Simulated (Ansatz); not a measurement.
Pt5Se12 (slab)

Input file:

```
crystal:
  lattice:
    - [3.7607248983, 0.0, 0.0]
    - [0.0, 8.1290185443, 0.0]
    - [0.0, 0.0, 25.9581857965]
  atoms:
    - { symbol: Se, position: [0.5, 0.2003144316, 0.2889262007] }
    - { symbol: Se, position: [0.0, 0.4786462968, 0.3357624201] }
    - { symbol: Pt, position: [0.5, 0.6789607285, 0.3498754483] }
    - { symbol: Se, position: [0.0, 0.8792751601, 0.3639884766] }
    - { symbol: Se, position: [0.5, 0.1576070253, 0.4108246959] }
    - { symbol: Pt, position: [0.0, 0.3579214569, 0.4249377242] }
    - { symbol: Se, position: [0.5, 0.5582358885, 0.4390507524] }
    - { symbol: Se, position: [0.0, 0.8365677537, 0.4858869718] }
    - { symbol: Pt, position: [0.5, 0.0368821854, 0.5] }
    - { symbol: Se, position: [0.0, 0.237196617, 0.5141130282] }
    - { symbol: Se, position: [0.5, 0.5155284822, 0.5609492476] }
    - { symbol: Pt, position: [0.0, 0.7158429138, 0.5750622758] }
    - { symbol: Se, position: [0.5, 0.9161573454, 0.5891753041] }
    - { symbol: Se, position: [0.0, 0.1944892107, 0.6360115234] }
    - { symbol: Pt, position: [0.5, 0.3948036423, 0.6501245517] }
    - { symbol: Se, position: [0.0, 0.5951180739, 0.6642375799] }
    - { symbol: Se, position: [0.5, 0.8734499391, 0.7110737993] }
basis:
  ecutwfc: 420
kpoints:
  mp_grid: { grid: [9, 5, 1] }
hamiltonian:
  xc: pbesol
scf:
  occupations: { method: gaussian, width: 0.1 }
output:
  forces: true
  stress: true
  eigenvalues: true
  write_density: true
  write_potential: true
  elf: true
  volumetric_format: npy
efield:
  axis: 3
  dipole_correction: true
  ramp_width: 0.04
```

Run with:

```sh
ansatz run input.yaml --threads 4 --pin off --max-ram 10240MiB --backend cpu --events-out ev --progress --plain --runs-dir out
```

Not relaxed (largest force 1.0 eV/Å).

Method: Ansatz, DFT PBEsol, scalar-relativistic, plane waves, PAW.

In a PAW calculation such maps are meaningful between the atoms, not at the nuclei.

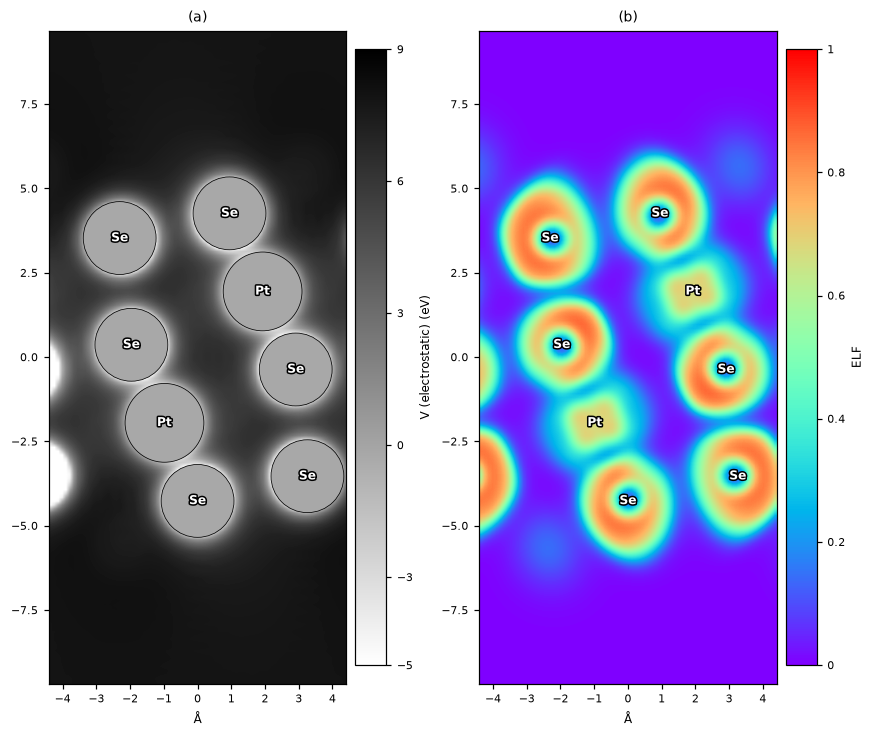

Figure 1. (a) electrostatic potential (local pseudopotential plus Hartree) felt by an electron; (b) electron localisation function on the (100) plane of the calculation cell, a cut from vacuum to vacuum. Grey discs cover the atomic cores in the potential map.

Q: What does the map show?

A: Atoms in the plane: Se and Pt.
Pt–Se (2.51 Å): the ELF is about 0.50 at the midpoint.
The features right at Pt lie inside the PAW spheres, where the map follows smoothed inner orbitals and isn't to be read closely.
Outside the cores the potential energy rises away from the atoms and is highest in the vacuum; its zero is arbitrary.

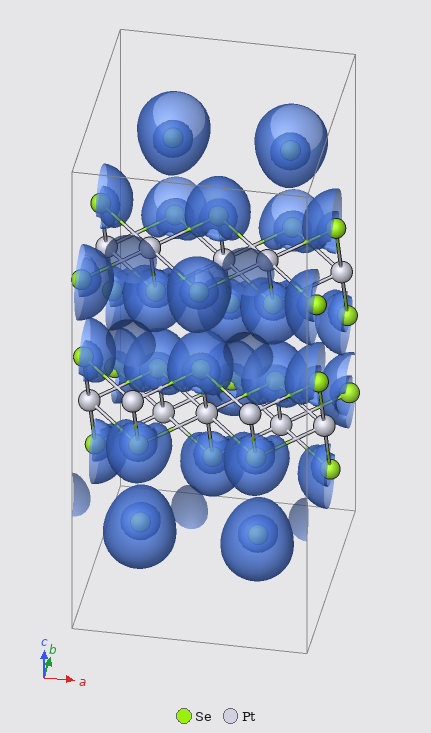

Figure 2. Isosurface of the electron localisation function at 0.7 (blue), seen at an oblique angle. Core shells and regions of very low density are left out. Sticks mark near contacts.

Q: Where are the electrons localised?

A: The surface consists of twelve regions wrapped around Se (the valence shell of each), counted in one cell of 17 atoms. Counts are for one cell; the picture repeats the cell along the surface.

Q: Does the calculation make it a metal, or give it a gap?

A: It is metallic or semimetallic at this level of theory: no gap opens.
